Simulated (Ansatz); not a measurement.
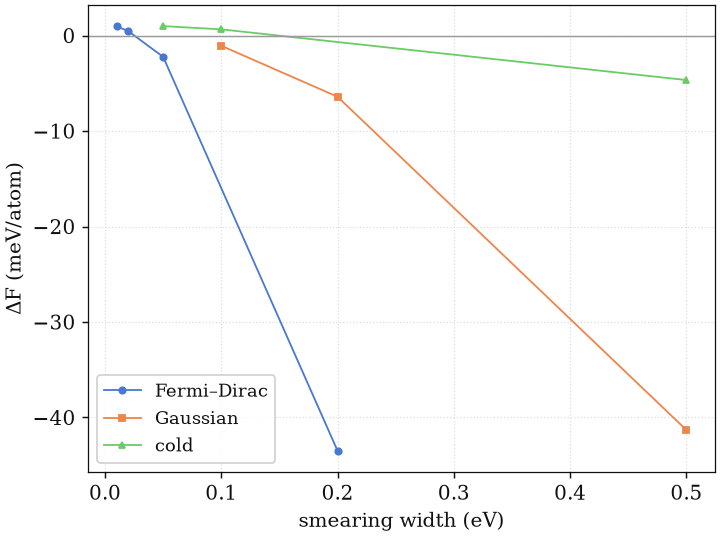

Free energy against smearing width for several smearing schemes.
- system: ZrS (Fm-3m, 2 atoms in the cell)
- method: DFT r2SCAN, scalar-relativistic, plane waves, PAW in Ansatz; cutoff 500 eV, 14×14×14 k-mesh
ΔF is counted from the tetrahedron result.

Question: Which schemes tolerate a large width?

Answer: Fermi–Dirac smearing: −43 meV/atom at 0.2 eV. Gaussian smearing: −41 meV/atom at 0.5 eV. Cold smearing: −4.7 meV/atom at 0.5 eV. Plain smearing lowers the free energy by a term of second order in the width; Methfessel–Paxton and cold smearing are built to cancel that term.
